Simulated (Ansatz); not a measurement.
System: In₄Ga₃As₃ (interface cell).

Input

```
crystal:
  lattice:
    - [6.8627128638, 0.0, 0.0]
    - [-3.4313564319, 5.9432836789, 0.0]
    - [0.0, 0.0, 17.5717449096]
  atoms:
    - { symbol: As, position: [0.3333333333, 0.6666666667, 0.0284547723] }
    - { symbol: As, position: [0.0, 1.0, 0.0284547723] }
    - { symbol: As, position: [0.6666666667, 0.3333333333, 0.0284547723] }
    - { symbol: Ga, position: [0.3333333333, 1.0, 0.0744819865] }
    - { symbol: Ga, position: [0.0, 0.3333333333, 0.0744819865] }
    - { symbol: Ga, position: [0.6666666667, 0.6666666667, 0.0744819865] }
    - { symbol: As, position: [0.3333333333, 1.0, 0.2125636292] }
    - { symbol: As, position: [0.0, 1.3333333333, 0.2125636292] }
    - { symbol: As, position: [0.6666666667, 0.6666666667, 0.2125636292] }
    - { symbol: Ga, position: [0.3333333333, 1.3333333333, 0.2585908434] }
    - { symbol: Ga, position: [0.0, 0.6666666667, 0.2585908434] }
    - { symbol: Ga, position: [0.6666666667, 1.0, 0.2585908434] }
    - { symbol: As, position: [0.3333333333, 1.3333333333, 0.3966724861] }
    - { symbol: As, position: [0.0, 1.6666666667, 0.3966724861] }
    - { symbol: As, position: [0.6666666667, 1.0, 0.3966724861] }
    - { symbol: Ga, position: [0.3333333333, 1.6666666667, 0.4426997003] }
    - { symbol: Ga, position: [0.0, 1.0, 0.4426997003] }
    - { symbol: Ga, position: [0.6666666667, 1.3333333333, 0.4426997003] }
    - { symbol: In, position: [0.6666666667, 1.3333333333, 0.5963554706] }
    - { symbol: In, position: [0.1666666667, 1.3333333333, 0.5963554706] }
    - { symbol: In, position: [0.6666666667, 0.8333333333, 0.5963554706] }
    - { symbol: In, position: [0.1666666667, 0.8333333333, 0.5963554706] }
    - { symbol: In, position: [0.9937919036, 1.4968800856, 0.7364308795] }
    - { symbol: In, position: [0.4937919036, 1.4968800856, 0.7364308795] }
    - { symbol: In, position: [0.9937919036, 0.9968800856, 0.7364308795] }
    - { symbol: In, position: [0.4937919036, 0.9968800856, 0.7364308795] }
    - { symbol: In, position: [1.3209171405, 1.6604268379, 0.8765062883] }
    - { symbol: In, position: [0.8209171405, 1.6604268379, 0.8765062883] }
    - { symbol: In, position: [1.3209171405, 1.1604268379, 0.8765062883] }
    - { symbol: In, position: [0.8209171405, 1.1604268379, 0.8765062883] }
basis:
  ecutwfc: 420
kpoints:
  mp_grid: { grid: [6, 6, 2] }
hamiltonian:
  xc: lda
scf:
  occupations: { method: gaussian, width: 0.1 }
output:
  forces: true
  stress: true
  eigenvalues: true
  populations: true
  write_density: true
  write_potential: true
  elf: true
  volumetric_format: npy
relax:
  adjacent_minimum: "off"
  f_tol: 0.02
  max_steps: 70
  cell: { fix: [a, b, gamma, alpha, beta], stress_tol: 0.15 }
```

Run with:

```sh
ansatz run input.yaml --threads 8 --pin off --max-ram 20480MiB --backend cpu --events-out ev --progress --plain --runs-dir out
```

The fields are those of the run's last geometry, not of the input's.

These are results of DFT LDA, scalar-relativistic, plane waves, PAW (Ansatz 0.2.0), not measurements.

What can the converged valence pseudo-density and electron localisation function tell about the bonding?

Answer. Ga–As (2.45 Å): ρ at the midpoint is about 0.47 e/Å³; the ELF peaks at about 0.75 between the atoms.
Ga–As (2.46 Å): ρ at the midpoint is about 0.47 e/Å³; the ELF peaks at about 0.75 between the atoms.

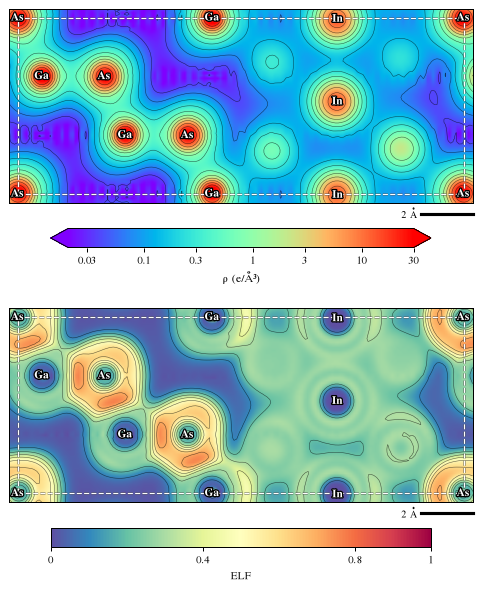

Computed valence pseudo-density and electron localisation function on the (11̄0) plane of the calculation cell, in this order. Atoms just off the plane (In, 0.7 Å away) can leave unmarked features too.
